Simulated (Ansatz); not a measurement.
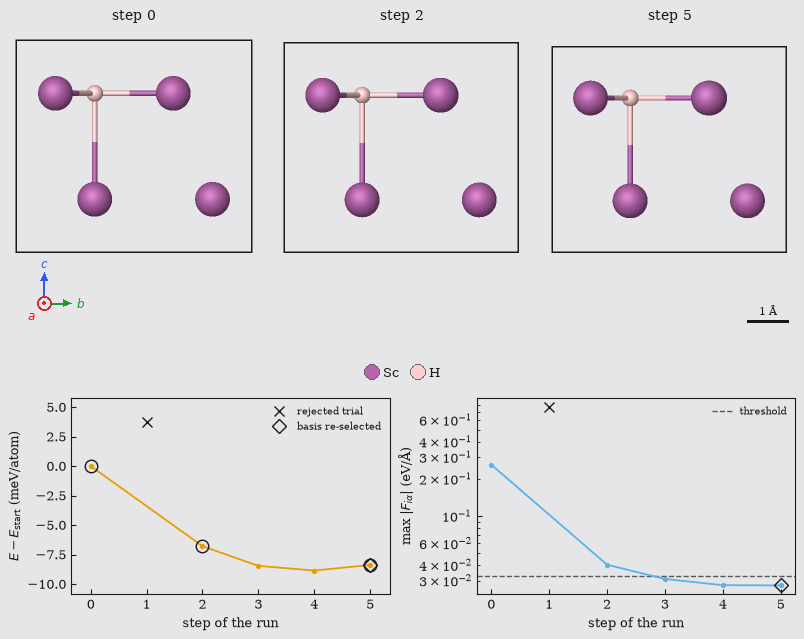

Frames of a relaxation of crystalline Sc8H (set up in P-6m2) (coarse preliminary run), marked on the history of the run. A ball-and-stick model of the cell of the calculation, seen along the a axis.

Case: 1 H put on empty site 2 of 4 host cells, relaxed.

Computed with DFT r2SCAN, scalar-relativistic, plane waves, PAW in Ansatz 0.2.0.

Input file:
```yaml
crystal:
  lattice:
    - [6.7595591677, 0.0, 0.0]
    - [-3.3797795839, 5.8539499576, 0.0]
    - [0.0, 0.0, 5.2641088105]
  atoms:
    - { symbol: Sc, position: [0.1666666667, 0.3333333333, 0.25] }
    - { symbol: Sc, position: [0.1666666667, 0.8333333333, 0.25] }
    - { symbol: Sc, position: [0.6666666667, 0.3333333333, 0.25] }
    - { symbol: Sc, position: [0.6666666667, 0.8333333333, 0.25] }
    - { symbol: Sc, position: [0.3333333333, 0.1666666667, 0.75] }
    - { symbol: Sc, position: [0.3333333333, 0.6666666667, 0.75] }
    - { symbol: Sc, position: [0.8333333333, 0.1666666667, 0.75] }
    - { symbol: Sc, position: [0.8333333333, 0.6666666667, 0.75] }
    - { symbol: H, position: [0.1666666667, 0.3333333333, 0.75] }
basis:
  ecutwfc: 500
kpoints:
  mp_grid: { grid: [3, 3, 4] }
hamiltonian:
  xc: r2scan
scf:
  occupations: { method: gaussian, width: 0.1 }
output:
  forces: true
  stress: true
  eigenvalues: true
relax:
  adjacent_minimum: "off"
  f_tol: 0.0325
  max_steps: 70
  cell: { stress_tol: 0.24 }
```

Command:
```bash
ansatz run input.yaml --threads 2 --pin off --max-ram 5120MiB --backend cpu --events-out ev --progress --plain --runs-dir out
```

Q: What happens along the run?

A: After 3 accepted moves (5 points after the start) the energy has fallen by 8.4 meV per atom. Largest force component: 0.26 eV/Å at the start, 0.027 eV/Å at the end. Pressure: −1.95 GPa at the start and 0.01 GPa at the end. The line search rejected the trial step at point 1 of the run. The SCF was repeated once at an unchanged geometry on a basis and grid sized afresh for the cell, which shifted the energy by 0.5 meV per atom at most. The largest moves relative to the cell, 0.033 Å, are those of Sc5, Sc6 and Sc7. Sc6 goes along [1 2 0]. H stays in place. The drawn cell changes as follows: a = b 6.760 → 6.720 Å (−0.6 %), c 5.264 → 5.107 Å (−3.0 %); the volume changes by −4.1 %. Near-neighbour distances that change, for instance: Sc2–Sc5 3.276 → 3.195 Å, Sc1–H9 2.632 → 2.554 Å, Sc5–Sc6 3.380 → 3.303 Å, Sc2–Sc8 3.276 → 3.211 Å. The space group stays P-6m2 (No. 187). From step 0 to 2: Sc atoms move most (0.02 Å), volume −2.5 %, energy −6.8 meV per atom. From step 2 to 5: volume −1.7 %, energy −1.6 meV per atom.
